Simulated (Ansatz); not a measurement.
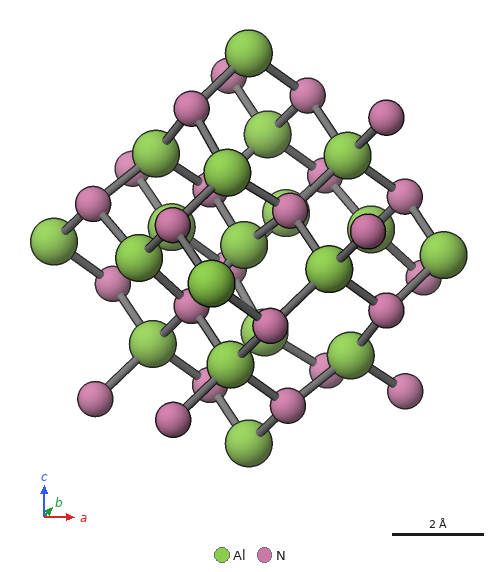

A defect cell of composition Al$_{8}$N$_{7}$ (cell charge +1) (coarse preliminary run), before the relaxation. Style: ball-and-stick. Shown: the atoms within 5.0 Å of the atom that moves most (axes of the conventional cell (4 times the calculation's cell)), slightly off an axis. Lengths and directions refer to the drawn axes.

Case: N vacancy (site c), charge +1, atoms relaxed at the host's cell.

Method: Ansatz 0.2.0, DFT PBE, scalar-relativistic, plane waves, PAW.

Input
```yaml
crystal:
  lattice:
    - [0.0, 4.4031742003, -4.4031742003]
    - [4.4031742003, 4.4031742003, 0.0]
    - [4.4031742003, 0.0, -4.4031742003]
  atoms:
    - { symbol: Al, position: [-0.0118119282, -0.0118119282, 0.5354357846] }
    - { symbol: Al, position: [0.0054075827, 0.4981974724, 0.4981974724] }
    - { symbol: Al, position: [0.4981974724, 0.0054075827, 0.4981974724] }
    - { symbol: Al, position: [0.4981974724, 0.4981974724, 0.4981974724] }
    - { symbol: Al, position: [-0.0118119282, -0.0118119282, 0.9881880718] }
    - { symbol: Al, position: [-0.0118119282, 0.5354357846, 0.9881880718] }
    - { symbol: Al, position: [0.5354357846, -0.0118119282, 0.9881880718] }
    - { symbol: Al, position: [0.4981974724, 0.4981974724, 1.0054075827] }
    - { symbol: "N", position: [0.1278538553, 0.6221461447, 0.1278538553] }
    - { symbol: "N", position: [0.6221461447, 0.1278538553, 0.1278538553] }
    - { symbol: "N", position: [0.6221461447, 0.6221461447, 0.1278538553] }
    - { symbol: "N", position: [0.1278538553, 0.1278538553, 0.6221461447] }
    - { symbol: "N", position: [0.1278538553, 0.6221461447, 0.6221461447] }
    - { symbol: "N", position: [0.6221461447, 0.1278538553, 0.6221461447] }
    - { symbol: "N", position: [0.625, 0.625, 0.625] }
  host:
    lattice:
      - [0.0, 2.2015871002, 2.2015871002]
      - [2.2015871002, 0.0, 2.2015871002]
      - [2.2015871002, 2.2015871002, 0.0]
    atoms:
      - { symbol: Al, position: [0.0, 0.0, 0.0] }
      - { symbol: "N", position: [0.75, 0.75, 0.75] }
total_charge: 1
basis:
  ecutwfc: 420
  xc_grid: 2
kpoints:
  mp_grid: { grid: [1, 1, 1], shift: [0.0, 0.0, 0.0] }
hamiltonian:
  xc: pbe
scf:
  occupations: { method: gaussian, width: 0.01 }
output:
  forces: true
  stress: false
  eigenvalues: true
  charged_corrections:
    defect_position: [0.125, 0.125, 0.125]
    epsilon: [[8.6591, 0.0, 0.0], [0.0, 8.6591, 0.0], [0.0, 0.0, 8.6591]]
relax:
  adjacent_minimum: "off"
  f_tol: 0.025
  max_steps: 45
```

Launched with:
```bash
ansatz run input.yaml --threads 4 --pin off --max-ram 10240MiB --backend cpu --events-out ev --progress --plain --runs-dir out
```

### What does the optimiser find from here?

The energy falls by 0.667 eV per cell of the calculation in 4 geometry steps. Largest force component: 1.3 eV/Å at the start, 0.0014 eV/Å at the end. The largest moves, 0.10 Å, are those of Al1, Al5, Al6 and Al7. Al5 goes along [1 1 −1]. Largest moves by element: Al 0.10 Å, N 0.02 Å. The cell doesn't change. Some distances before and after: Al2–N15 1.934 → 1.889 Å, Al2–N12 1.883 → 1.908 Å, Al1–N12 1.871 → 1.888 Å. Among the angles between lasting bonds that change: Al1–N12–Al5 97.8° → 104.6°, N10–Al7–N11 114.6° → 111.8°, Al1–N12–Al2 112.4° → 110.3°. Cost: 1.5 s on 4 threads of Intel(R) Xeon(R) 6975P-C (Granite Rapids), with other jobs on the host, peak memory 0.41 GiB.

After the run, drawn alike:

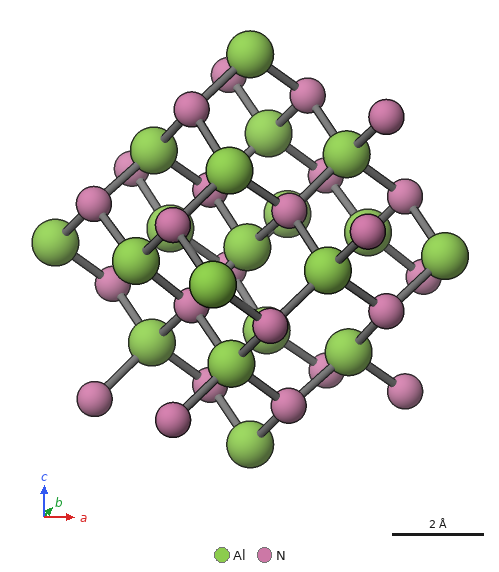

Limits of the set-up: the periodic images lie only 6.2 Å apart, so the values are limited by the cell's size; the cell is charged, on a uniform background, and energies carry no finite-size correction.
